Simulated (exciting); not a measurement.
# Energy of Pb along an even scaling of the cell

System: Pb (Im-3m, 1 atom in the cell).
Method: Kohn-Sham DFT of a periodic cell, PBE, all-electron LAPW+lo, shipped species files, no spin polarisation (exciting sodium).

The 7 runs differ only in the geometry, by an even scaling of the cell at fixed fractional positions. The structure derives from a Materials Project entry.

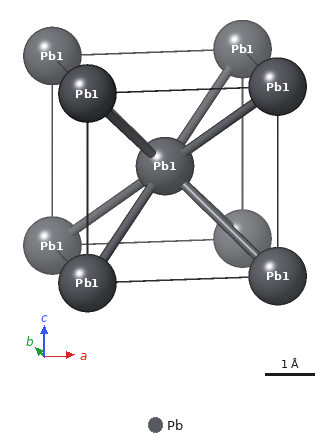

Figure 1. The structure of run 4 (ball-and-stick view of the cell 2 times as large as that of the calculation, set on its symmetry axes, seen slightly off an axis; atoms are numbered from 1 in the order of the input).

**Input of run 4**
```
<input>
  <title>Pb</title>
  <structure speciespath="./" tshift="false">
    <crystal scale="1">
      <basevect>-3.741014401058 3.741014401058 3.741014401058</basevect>
      <basevect>3.741014401058 -3.741014401058 3.741014401058</basevect>
      <basevect>3.741014401058 3.741014401058 -3.741014401058</basevect>
    </crystal>
    <species speciesfile="Pb.xml" rmt="2.3">
      <atom coord="0.000000000000 0.000000000000 0.000000000000"/>
    </species>
  </structure>
  <groundstate do="fromscratch" ngridk="9 9 9" rgkmax="9" gmaxvr="14" lmaxapw="10" lmaxmat="10" lmaxvr="8" xctype="GGA_PBE" stype="Fermi Dirac" swidth="0.00183747" nempty="8" ValenceRelativity="iora*" epsengy="1e-05" epspot="1e-05" maxscl="60" tforce="true" outputlevel="normal"/>
</input>
```

Command:
```bash
OMP_NUM_THREADS=1 exciting_smp
```

Run 2 has the same physical settings and fractional positions; its lattice vectors (Å) are:
```
  -1.952904    1.952904    1.952904
   1.952904   -1.952904    1.952904
   1.952904    1.952904   -1.952904
```

**Results, with one run withheld**

| run | volume per atom (Å³) | free energy per atom, from the lowest run given (meV) |
| --- | --- | --- |
| 1 | 29.172 | 27.92 |
| 2 | 29.792 | ? |
| 3 | 30.413 | 6.56 |
| 4 | 31.034 | 1.49 |
| 5 | 31.654 | 0.00 |
| 6 | 32.275 | 1.55 |
| 7 | 32.896 | 5.49 |

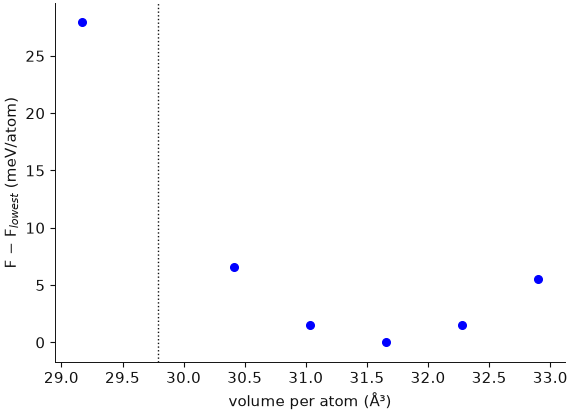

Figure 2. Free energy per atom of the runs given; the dotted line marks run 2.

Estimate the energy of run 2 from the others.

A cubic polynomial in V^(−2/3) (the Birch–Murnaghan form), fitted to the 6 runs given, misses them by at most 0.10 meV per atom. With x = V^(−2/3) − 0.10090 Å⁻², it reads F = 0.8575 + 1703.2 x + 8.8119e+05 x² + 3.4868e+06 x³ (meV per atom). At run 2 it gives 15.12 meV per atom, and the run itself gives 14.75. The fit has its minimum at 31.657 Å³ per atom, where V d²F/dV² gives 39.1 GPa: the bulk modulus at this level, since symmetry fixes the shape and the positions.

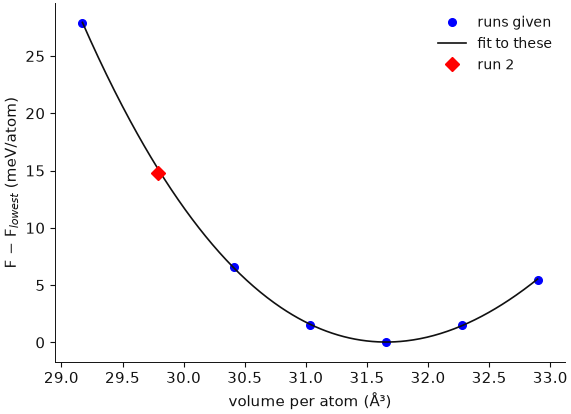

Figure 3. The fit and the withheld run.

**Some lines of the output (run 2)**
```
[...]
 Fermi energy                               :         0.28026417
 DOS at Fermi energy (states/Ha/cell)       :        10.94679130
 Absolute change in total energy   (target) :  0.564807E-05  ( 0.100000E-04)
 Total energy                               :    -20928.65984276
 DOS at Fermi energy (states/Ha/cell)       :        10.94678727
 Absolute change in total energy   (target) :  0.152060E-04  ( 0.100000E-04)
 Total energy                               :    -20928.65984148
 DOS at Fermi energy (states/Ha/cell)       :        10.94678657
 Absolute change in total energy   (target) :  0.128233E-05  ( 0.100000E-04)
 Total energy                               :    -20928.65983909
 DOS at Fermi energy (states/Ha/cell)       :        10.94678728
 Absolute change in total energy   (target) :  0.238589E-05  ( 0.100000E-04)
 Total energy                               :    -20928.65983921
 DOS at Fermi energy (states/Ha/cell)       :        10.94678696
```

Notes: Spin–orbit coupling is left out, which matters for Pb.
